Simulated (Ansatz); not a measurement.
System: ZnS, space group P6_3mc (No. 186), 4 atoms in the cell.

Space group P6_3mc (No. 186). a = 3.805 Å, b = 3.805 Å, c = 6.244 Å, α = 90.00°, β = 90.00°, γ = 120.00°
```json
{"atom": "Zn", "site": "2b", "symmetry": "3m.", "x": "0.3333", "y": "0.6667", "z": "0.0053"}
{"atom": "S", "site": "2b", "symmetry": "3m.", "x": "0.3333", "y": "0.6667", "z": "0.3797"}
```

Method: DFT, PBEsol, plane waves, PAW, no spin polarisation, 6×6×4 k mesh, 420 eV cutoff (Ansatz).

What does the calculation give for the electronic structure?

There is a gap; over the k points computed it is 2.08 eV (direct among those points). Within the window shown, the tallest peak of the filled states lies 1.5 eV under the valence-band top, at about 4.5 states per eV and cell.

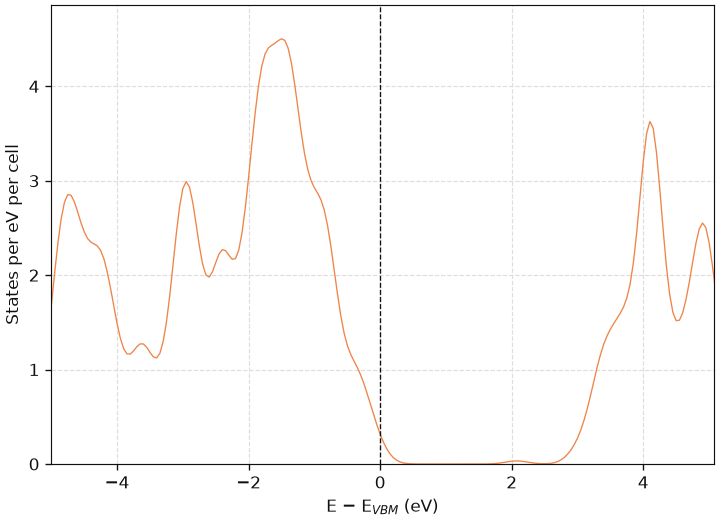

Density of states. Energies are counted from the top of the valence band. The curve is built from the levels of the k mesh with Gaussians 0.4 eV wide, which also blur the band edges.
